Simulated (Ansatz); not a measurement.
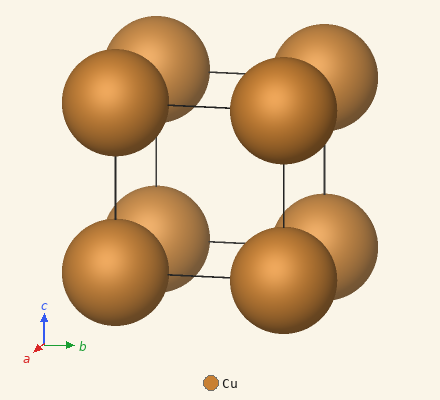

Cu (Pm-3m, No. 221): the end point of a relaxation with DFT, PBE, plane waves (420 eV) with PAW, scalar-relativistic (Ansatz); the starting structure was generated, so it need not be a known form of this composition.

```
Cu
1.0
     2.40675    0.00000    0.00000
     0.00000    2.40675    0.00000
     0.00000    0.00000    2.40675
Cu
1
Direct
  0.00000 0.00000 0.00000
```

**What will a dark-field STEM-like image along [210] show? The image is simulated as a sum over atoms of Z^1.7, blurred by a 0.68 Å probe (no channelling). The display is stretched by a gamma of 0.65; percentages refer to the linear signal. Shot noise and a slight drift were added.**

The columns repeat on a rectangular net of 1.08 × 2.41 Å (plane group p2mm). All columns are alike (Cu). The shortest distance between visible columns is 1.08 Å in projection. Along the beam the structure repeats every 5.38 Å.

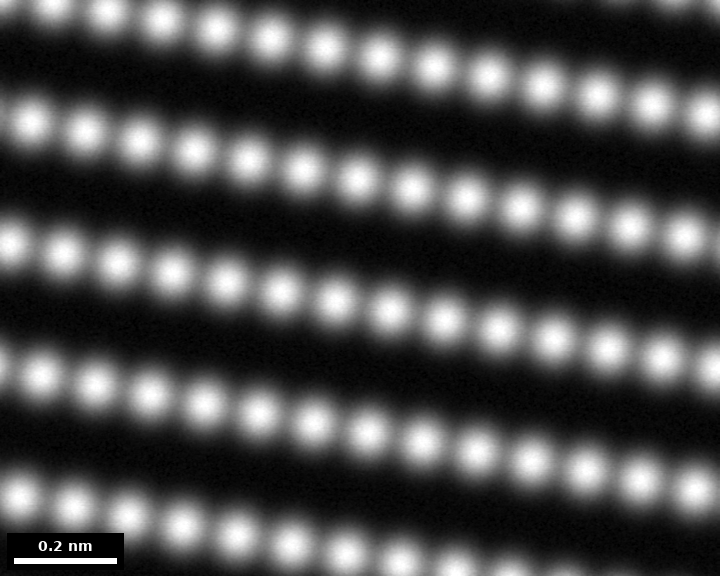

The simulated image.
